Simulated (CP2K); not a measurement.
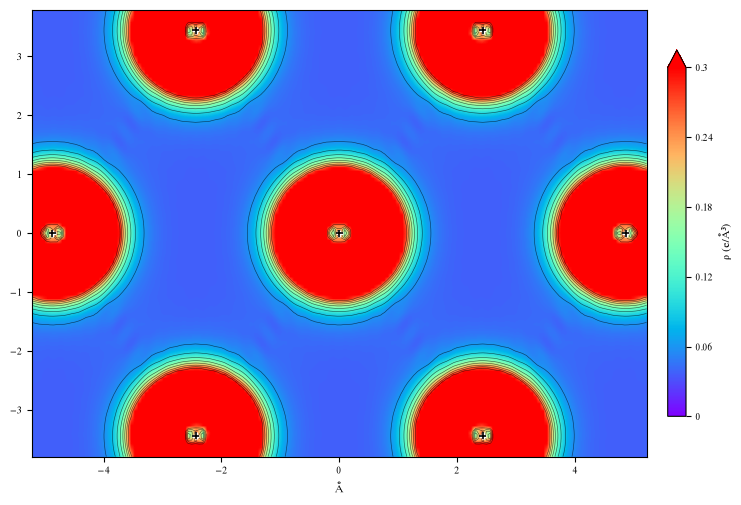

The valence charge density (pseudo) on a plane through atoms (crosses mark nuclei in the plane).

The calculation used Kohn-Sham DFT of a periodic cell, PBE, GTH-PBE with UZH-TZVP basis in CP2K 2026.2.

Candidates:
A. BeTe (slab), a = 3.92 Å, b = 3.92 Å, c = 25.40 Å, α = 90.00°, β = 90.00°, γ = 120.00°. Not relaxed (largest force 1.3 eV/Å).
B. Sr, a = 4.87 Å, b = 4.87 Å, c = 4.87 Å, α = 90.00°, β = 90.00°, γ = 90.00°. Space group Im-3m.
C. Rb, a = 5.61 Å, b = 5.61 Å, c = 5.61 Å, α = 90.00°, β = 90.00°, γ = 90.00°. Space group Im-3m.

Which system is this?

Candidate B: Sr on the (110) plane of the conventional cell, which holds Sr. Sr–Sr (4.22 Å): ρ at the midpoint is about 0.05 e/Å³.
